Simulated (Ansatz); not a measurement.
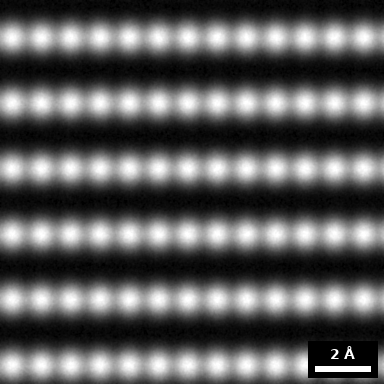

Dark-field STEM-like image of Lu. The image is simulated as a sum over atoms of Z^1.7, blurred by a 0.77 Å probe (no channelling). The display is stretched by a gamma of 0.65; percentages refer to the linear signal. Shot noise was added.

**What two-dimensional lattice does the image show, and how large is its cell?**

The pattern repeats on a rectangular net of 1.1 × 2.4 Å.

**What is the plane group of the image?**

p2mm: mirror lines in two perpendicular directions, with twofold points where they cross.

**How many columns does the smallest repeating cell hold, and how many levels of brightness?**

1 column in the primitive cell of 2.6 Å², all of one brightness.

The crystal is Lu (Fm-3m, No. 225) seen along [210]. Structure used: the input geometry of a calculation; the starting structure was generated, so it need not be a known form of this composition.
